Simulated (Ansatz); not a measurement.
Ti3Pb2O2

Input file:

```
crystal:
  lattice:
    - [3.1763894378, 0.0, 0.0]
    - [-1.5881947189, 2.7508339454, 0.0]
    - [0.0, 0.0, 13.452738394]
  atoms:
    - { symbol: Ti, position: [0.0, 0.0, 0.0] }
    - { symbol: Ti, position: [0.6666666667, 0.3333333333, 0.1703254823] }
    - { symbol: Ti, position: [0.3333333333, 0.6666666667, 0.8296745177] }
    - { symbol: Pb, position: [0.6666666667, 0.3333333333, 0.639161539] }
    - { symbol: Pb, position: [0.3333333333, 0.6666666667, 0.360838461] }
    - { symbol: O, position: [0.6666666667, 0.3333333333, 0.915896352] }
    - { symbol: O, position: [0.3333333333, 0.6666666667, 0.084103648] }
basis:
  ecutwfc: 420
kpoints:
  mp_grid: { grid: [12, 12, 4] }
  band_path:
    path:
      - [[0.0, 0.0, 0.0], [0.5, 0.0, 0.0], [0.33333333, 0.33333333, 0.0], [0.0, 0.0, 0.0], [0.0, 0.0, 0.5], [0.5, 0.0, 0.5], [0.33333333, 0.33333333, 0.5], [0.0, 0.0, 0.5]]
      - [[0.5, 0.0, 0.5], [0.5, 0.0, 0.0]]
      - [[0.33333333, 0.33333333, 0.5], [0.33333333, 0.33333333, 0.0]]
    npoints: 10
hamiltonian:
  xc: pbe
scf:
  occupations: { method: gaussian, width: 0.1 }
output:
  forces: true
  stress: true
  eigenvalues: true
  populations: true
  dos: { projected: true, de: 0.02 }
  bader: false
  write_density: true
  write_potential: true
  elf: true
  volumetric_format: npy
magnetization:
  noncollinear: true
  spin_orbit: true
```

Launched as:

```sh
ansatz run input.yaml --threads 1 --pin off --max-ram 2560MiB --backend cpu --events-out ev --progress --plain --runs-dir out
```

Below, planes, directions and counts refer to the conventional cell (a = 3.18 Å, b = 3.18 Å, c = 13.45 Å, α = 90.00°, β = 90.00°, γ = 120.00°).

Space group P-3m1; a generated structure, not necessarily the stable one.

All numbers below come from DFT PBE, spin-orbit coupling, plane waves, PAW in Ansatz.

In a PAW calculation such maps are meaningful between the atoms, not at the nuclei.

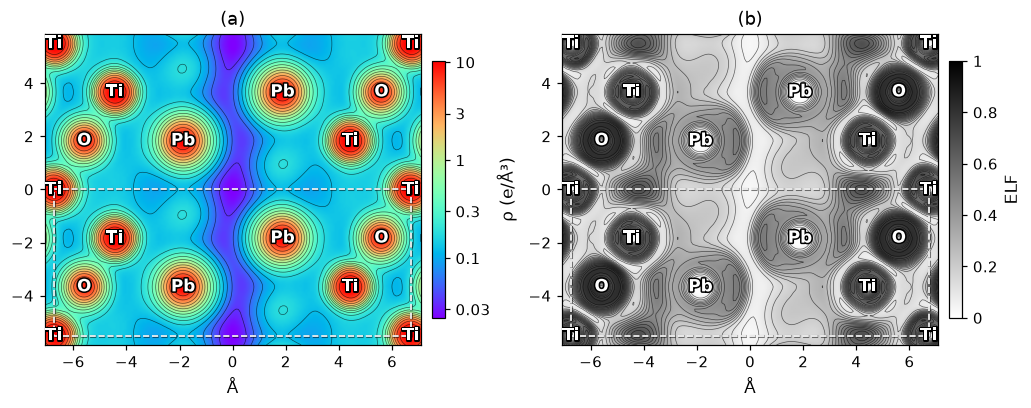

Figure 1. (a) valence charge density (pseudo); (b) electron localisation function on the (110) plane of the conventional cell.

**Read the bonding off the picture.**

- The section cuts through Ti, Pb and O sites.
- Ti–O (2.15 Å): ρ at the midpoint is about 0.4 e/Å³; the ELF peaks at about 0.80 in the valence shell of O, 0.6 Å from its nucleus, and is about 0.10 at the midpoint (no localised pair shows between them).
- Ti–Ti (2.93 Å): the density is about 0.17 e/Å³ at the midpoint; the ELF is about 0.15 at the midpoint; no localised pair shows between them.
- Ti–Pb (3.15 Å): ρ at the midpoint is about 0.18 e/Å³; the ELF is about 0.35 at the midpoint.
- Between the atoms the lowest density in this plane is 0.02 e/Å³.
- The features right at Ti lie inside the PAW spheres, where the map follows smoothed inner orbitals and isn't to be read closely.

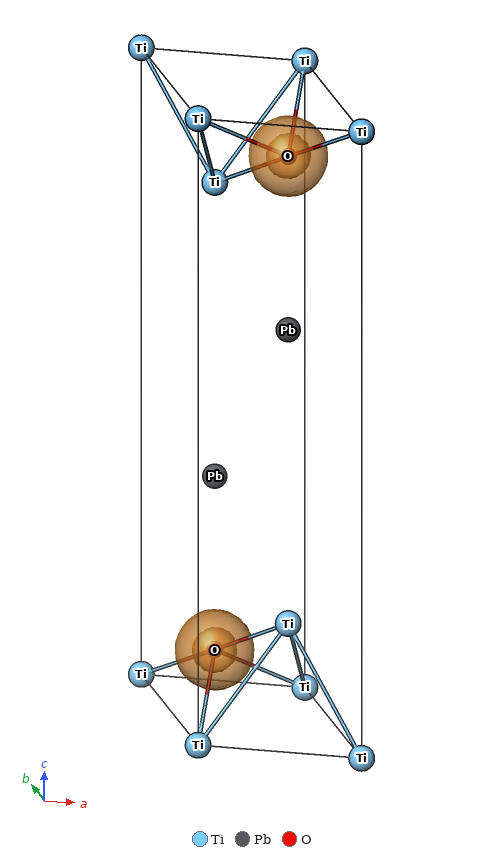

Figure 2. Isosurface of the electron localisation function at 0.75 (orange), seen at an oblique angle. Core shells and regions of very low density are left out. Sticks mark near contacts.

**Identify the bonds, lone pairs and shells in this picture.**

At this value the surface marks out two regions wrapped around O (the valence shell of each), counted in one cell of 7 atoms. Any copies at cell faces, edges or corners count once.

**Metal or insulator at this level of theory?**

It is gapless in this calculation (a metal or semimetal); semilocal functionals without U, or without the true magnetic order, often close the gap of such compounds.
